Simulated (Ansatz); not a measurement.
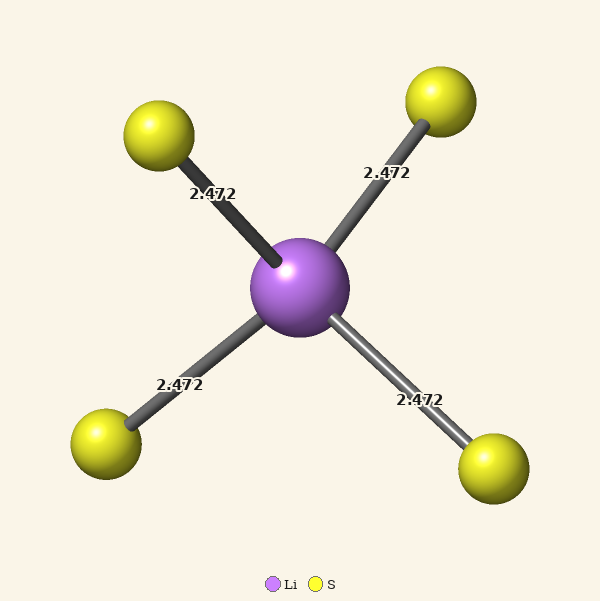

The surroundings of site Li1 (at 0.250, 0.750, 0.750) in Li₂S (Fm-3m), with bond lengths in Å.

Origin of the cell: a calculation's input that goes back to an entry of the Crystallography Open Database (an earlier step may have relaxed or displaced it).

```
Li S
1.0
     5.70800    0.00000    0.00000
     0.00000    5.70800    0.00000
     0.00000    0.00000    5.70800
Li S
8 4
Direct
  0.25000 0.75000 0.75000
  0.25000 0.25000 0.75000
  0.25000 0.25000 0.25000
  0.25000 0.75000 0.25000
  0.75000 0.75000 0.25000
  0.75000 0.25000 0.25000
  0.75000 0.25000 0.75000
  0.75000 0.75000 0.75000
  0.00000 0.00000 0.00000
  0.00000 0.50000 0.50000
  0.50000 0.00000 0.50000
  0.50000 0.50000 0.00000
```

Bond valence s = exp((R0 − d)/b), R0 fitted to published crystal structures with b = 0.37 Å; R0 in Å: Li+–S 1.950.

Question: Calculate the bond-valence sum of Li1 from the bonds drawn.

Answer: 4 × 0.244 = 0.98 v.u., against a formal valence of 1: a close match.

Question: And over the whole structure?

Answer:
| site | x, y, z | formal valence | bond-valence sum | difference |
| --- | --- | --- | --- | --- |
| Li1 | 0.250, 0.750, 0.750 | +1 | 0.98 | -0.02 |
| S1 | 0.000, 0.000, 0.000 | −2 | 1.97 | -0.03 |

These sums include all anions within 5 Å. The global instability index (root mean square of the differences over all atoms) is 0.02 v.u.: little strain. The cell was not relaxed for this table, and a volume that is off by a few per cent shifts all sums together.
